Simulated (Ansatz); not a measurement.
Wannier-function calculation of MoS2

MoS2 (Fm-3m, 3 atoms in the cell), computed with maximally localised Wannier functions of PBE bands, plane waves, PAW, no spin polarisation (Ansatz 0.2.0).

The structure was built on a prototype by a generator. The geometry comes from this level: r2SCAN. It belongs to a series of runs on one base structure; here: metal d.

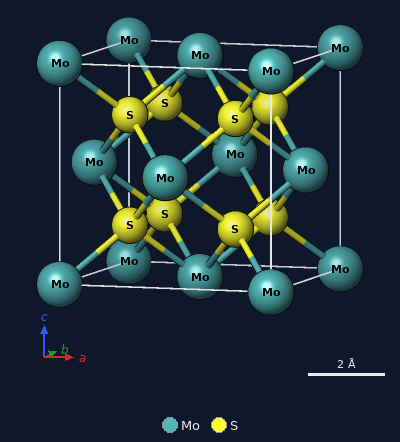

Fig. 1: The structure as given in the input (ball-and-stick view of the cell 4 times as large as that of the calculation, set on its symmetry axes, seen slightly off an axis). Near neighbours in the crystal (not all of them lie inside the picture): Mo has 8 S at 2.54 Å; S has 4 Mo at 2.54 Å.

Input
```yaml
crystal:
  lattice:
    - [0.0, 2.9323968606, 2.9323968606]
    - [2.9323968606, 0.0, 2.9323968606]
    - [2.9323968606, 2.9323968606, 0.0]
  atoms:
    - { symbol: Mo, position: [0.0, 0.0, 0.0] }
    - { symbol: S, position: [0.25, 0.25, 0.25] }
    - { symbol: S, position: [0.75, 0.75, 0.75] }
kpoints:
  mp_grid: { grid: [6, 6, 6] }
  band_path:
    path:
      - [[0.0, 0.0, 0.0], [0.5, -1.629012547705e-36, 0.5], [0.625, 0.25, 0.625]]
      - [[0.375, 0.375, 0.75], [0.0, 0.0, 0.0], [0.5, 0.5, 0.5], [0.5, 0.25, 0.75], [0.5, -1.629012547705e-36, 0.5]]
    npoints: 10
hamiltonian:
  xc: pbe
scf:
  occupations: { method: fermi_dirac, width: 0.02 }
  n_extra_bands: 6
output:
  forces: false
  stress: false
  eigenvalues: true
  wannier:
    kmesh: [6, 6, 6]
    projections: [{ species: Mo, l: d, shell: 4 }]
    minimise: true
    write_hr: true
    conv_tol: 1.0e-08
    max_iter: 3000
```

File wannier.win
```
! ansatz wannier90 interface
! projections by site (counted from 0) and shell: 0 4D
! states of the run's bands (counted from 1): combinations of 7-17
! their least projectability: 0.4748
num_bands = 5
num_wann  = 5
num_iter  = 2000
conv_tol = 1e-8
conv_window = 5
guiding_centres = true
write_hr = true

begin unit_cell_cart
Ang
                      0.0             2.9323968606             2.9323968606
             2.9323968606                      0.0             2.9323968606
             2.9323968606             2.9323968606                      0.0
end unit_cell_cart

begin atoms_frac
Mo                       0.0                      0.0                      0.0
S                       0.25                     0.25                     0.25
S                       0.75                     0.75                     0.75
end atoms_frac

mp_grid = 6 6 6
```

Launched with:
```bash
ansatz run input.yaml --threads 4 --pin off --max-ram 3686MiB --backend cpu --events-out ev --progress --plain --runs-dir out
```

Log
```
scf.n_extra_bands = 6 over 13 filled bands (N_el = 26.0): the run solves 19 bands
Engine: ansatz 0.2.0, aarch64-unknown-linux-gnu
Pseudopotentials: kind: paw
Pseudopotential: Mo, paw, valence charge 14, recommended cutoff 420 eV (normal), Mo.paw.azcp
Pseudopotential: S, paw, valence charge 6, recommended cutoff 420 eV (normal), S.paw.azcp
Functional definition: PBE
  parameter kappa = 0.804
  parameter beta = 0.06672455060314922
  exchange = pbe_x(kappa = kappa, mu = beta*pi^2/3)
  correlation = pbe_c(beta = beta)
Crystal: 3 atoms, lattice volume = 50.431 Å³
Basis set: ecut = 420 eV, 965 PW (Γ)
Bands: 19, of which v1, the nominal top of the filled ones, is band 13 counted from 1 (12 counted from 0)
Symmetry: 48 space group operations
Space group: Fm-3m (ITA 225), of the structure as read, at distance tolerance 3.7e-5 Å
k-points: 16 of 216
Non-local potential: Mo, projectors of the file, l = 0: 3, l = 1: 2, l = 2: 2, l = 3: 1
Non-local potential: S, projectors of the file, l = 0: 2, l = 1: 2, l = 2: 2
PAW form: soft (Blöchl's): semilocal exchange-correlation on the pseudo side does not see the compensation charge
PAW one-centre angular grid: Mo, 590 points (default); XC on 64 Gauss nodes
PAW one-centre angular grid: S, 110 points (default); XC on 64 Gauss nodes
Initial density: superposition of atomic densities (neutral atoms: chi_scale 0, normalization atom), corrected by the library's trained network
Initial wavefunctions: pseudopotential atomic-orbital guess
Functional: x = pbe(κ = 0.804, μ = 0.2195149727645171), c = pbe(β = 0.06672455060314922)
SCF iter   1: F=—  HF=-6760.574791 eV  |F-HF|=—  |Δ(HF+E_count)|=         —  Δρ=6.53e-3  dr2=1.21e-2  ethr=1.77e-3  ⟨swp⟩=6.0  Hψ=1661  notcnv=0
preconditioner: auto → LDOS  [metal: Δε(μ)=0.020 eV  Ē_g=9.352 eV  σ=0.020 eV  W_gap=0.25  n_scr=14 (ndim 8)  ℏωp=22.2 eV  f_vac=0.026  D(μ)=7.53/eV (n_scr^D=112)  β→1.0]
SCF iter   2: F=—  HF=-6760.578276 eV  |F-HF|=—  |Δ(HF+E_count)|=   3.48e-3  Δρ=1.46e-3  dr2=1.23e-3  ethr=4.65e-5  ⟨swp⟩=2.5  Hψ=630  notcnv=0  defer=19
SCF iter   3: F=—  HF=-6760.578681 eV  |F-HF|=—  |Δ(HF+E_count)|=   4.06e-4  Δρ=6.30e-4  dr2=1.70e-4  ethr=4.73e-6  ⟨swp⟩=2.1  Hψ=462  notcnv=0  defer=19
SCF iter   4: F=—  HF=-6760.578701 eV  |F-HF|=—  |Δ(HF+E_count)|=   1.93e-5  Δρ=2.86e-4  dr2=7.38e-5  ethr=6.52e-7  ⟨swp⟩=2.6  Hψ=478  notcnv=0  defer=19
SCF iter   5: F=—  HF=-6760.578687 eV  |F-HF|=—  |Δ(HF+E_count)|=   1.41e-5  Δρ=8.03e-5  dr2=3.69e-6  ethr=2.84e-7  ⟨swp⟩=2.1  Hψ=427  notcnv=0  defer=19
SCF iter   6: F=—  HF=-6760.578688 eV  |F-HF|=—  |Δ(HF+E_count)|=   1.01e-6  Δρ=3.15e-5  dr2=8.91e-7  ethr=1.42e-8  ⟨swp⟩=2.3  Hψ=412  notcnv=0  defer=19
SCF iter   7: F=-6760.578687 eV  HF=-6760.578687 eV  |F-HF|=1.59e-8  |Δ(HF+E_count)|=   7.95e-8  Δρ=4.48e-6  dr2=4.85e-9  ethr=3.85e-10  ⟨swp⟩=5.4  Hψ=1026  notcnv=0
SCF 1 converged in 7 iterations: F = -6760.578687 eV  dr2 = 4.85e-9
  greatest PAW one-centre occupation: 0.998 electrons in one spin orbital (limit 2), on the Mo atom at site 0 (counted from 0), in its partial waves of l = 0
```

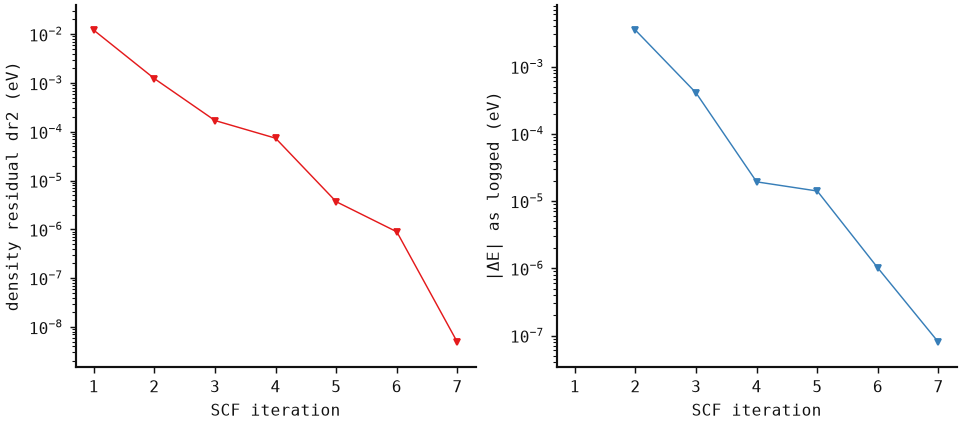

Fig. 2: Convergence of the self-consistent field: density residual dr2 and size of the energy change against the SCF iteration. The residual falls at every step.

```
NSCF: frozen V_eff on 62 k-points
NSCF: frozen V_eff on 19 k-points
the Wannier pass solved 19 of the 216 points of its mesh, and has the states at the others by symmetry: states obtained by the crystal's operations at points that were solved too leave a residual of 2.29e-13 eV (read by the count's bands and the next), within 4.17e-6 eV
NSCF: frozen V_eff on 19 k-points
the Wannier pass solved 19 of the 216 points of its mesh, and has the states at the others by symmetry: states obtained by the crystal's operations at points that were solved too leave a residual of 1.74e-13 eV (read by the count's bands and the next), within 4.17e-6 eV
SCF converged after 7 iterations
Free energy (F): -6760.578687 eV
Harris-Foulkes:  -6760.578687 eV  (|F-HF|=1.59e-8)
Internal energy: -6760.569590 eV  (E = F + TS)
E sigma→0 (E₀):  -6760.574139 eV
Entropy (-TS):   -0.009097 eV (-3.032 meV/atom)
Fermi energy:    11.978758 eV
--- Per-component energies (eV) ---
  E_band       = -120.136620
  E_kinetic    = 655.813629
  E_local      = -1385.064262  (includes V_loc(G=0)·N_el)
  E_nonlocal   = 200.660213
  E_hartree    = 483.148882
  E_xc         = -377.747322
  E_vxc        = -404.101204  (∫ρ·V_xc dr)
  E_paw        = -4401.825685  (= ΣΔE_a)
  E_vpaw       = -153.742834  (= ΣTr[D̂ρ^β])
  E_aug_tail   = 0.000055  (compensation charges beyond the density's cutoff)
  E_ewald      = -1935.555101
  E_smearing   = -0.009097  (= −TS)
  E_closure    = 0.000000  (closes the sum)
  Σ components = -6760.578687   (vs F -6760.578687, Δ=0.00e0)
--- Band table (eV; the first three rows and the last of 16) ---
  k-point 0: bands = ["-49.1037", "-23.1867", "-23.1867", "-23.1867", "-3.3503", "1.2235", "5.9593", "5.9593", "5.9593", "11.0107", "11.0107", "11.5058", "11.5058", "11.5058", "16.1993", "16.1993", "16.1993", "17.0999", "17.0999"]
  k-point 1: bands = ["-49.1034", "-23.1965", "-23.1881", "-23.1881", "-3.0725", "0.6630", "6.1591", "6.1591", "6.8221", "10.0335", "10.0335", "10.6186", "12.2493", "12.2493", "14.4590", "15.5912", "15.5912", "18.2219", "18.2219"]
  k-point 2: bands = ["-49.1026", "-23.2161", "-23.1910", "-23.1910", "-2.3474", "-0.3222", "6.6130", "6.6130", "8.2790", "9.0783", "9.2730", "9.2730", "11.9647", "11.9647", "13.5069", "15.6986", "15.6986", "19.1978", "20.0977"]
  k-point 15: bands = ["-49.1018", "-23.2202", "-23.2069", "-23.2003", "-1.2700", "-0.9131", "5.0756", "6.1675", "7.6109", "8.9005", "9.5431", "11.8048", "12.2664", "12.6841", "13.7720", "14.4206", "15.8344", "18.2152", "20.0382"]
Wannier search: line search 1 of at most 3000: gauge-dependent spread (as the search counts it) 0.4420180 Å², largest recent change 7.4e-2 Å² and fall left 8.2e-5 Å² against conv_tol 1.0e-8 Å², 0 stops escaped
```

File wannier.spreads.toml
```
omega_i_ang2 = 18.29001461589356
omega_d_ang2 = 0.0000000000000000007310706845249079
omega_od_ang2 = 0.4196810194204089
omega_total_ang2 = 18.70969563531397
least_projectability = 0.4748008138194455
b_vectors_match_mmn = true
n_iter = 34
converged = true
rejected_fitted_steps = 1

[[wannier]]
r = [-0.00000000001407730855028241, 0.000000000007018441451826702, -0.000000000007444829647180416]
spread = 2.928201760593548

[[wannier]]
r = [-0.00000000001854467335253926, -0.000000000009725924200275074, 0.000000000024255908076028372]
spread = 2.928247491361945

[[wannier]]
r = [-0.000000000007621042482991796, -0.000000000014239317339852907, 0.00000000003184862927917188]
spread = 4.284404748068874

[[wannier]]
r = [-0.00000000003405647627677018, 0.000000000028984785284929764, -0.000000000034847650027831805]
spread = 4.284420619567853

[[wannier]]
r = [0.0000000000041044762360832506, -0.000000000006209491635655312, 0.0000000000035382129478727078]
spread = 4.284421015721173

[[curvature_check]]
after_line_search = 8
omega_tilde_before_ang2 = 0.44191358187001367
krylov_steps = 38
lowest_ritz_value_ang2 = -0.05024296850492774
residual_ang2 = 1.2917592005743849e-14
settled = true
first_negative_step = 4
curvature_along_ang2 = -0.050224073919664894
angle_rad = 0.9188160688168262
omega_tilde_after_ang2 = 0.42898029857739217
outcome = "escaped"

[[curvature_check]]
after_line_search = 34
omega_tilde_before_ang2 = 0.4196810194204089
krylov_steps = 36
lowest_ritz_value_ang2 = 5.404160228105153e-8
residual_ang2 = 4.2467645974431453e-16
settled = true
outcome = "no-negative-curvature"
```

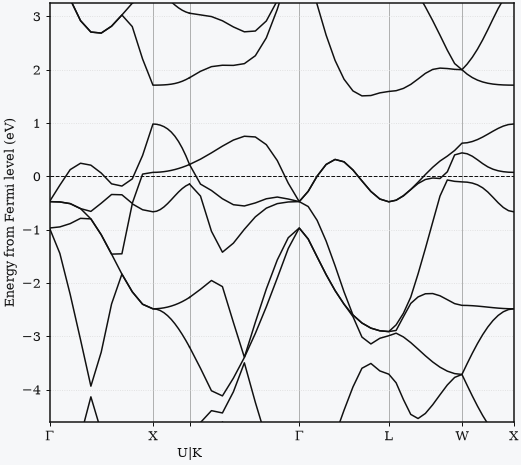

Fig. 3: Band structure along Γ–X–U|K–Γ–L–W–X, with energies from the Fermi level. Bands cross the Fermi level: a metal at this level of theory.

Key numbers

| quantity | value |
| --- | --- |
| outcome | converged |
| space group (tolerance 0.01 Å) | Fm-3m (225) |
| electrons treated | 26 |
| free energy | −6760.5787 eV |
| total spread of the Wannier functions | 18.710 Å² |
| Fermi energy | 11.979 eV |
| band gap | none (metallic) |
| hardware | 4 threads of Arm Neoverse N1, 90 GiB of memory available, shared host |
| wall time | 3.5 s (CPU time 11 s) |
| peak memory | 0.37 GiB |
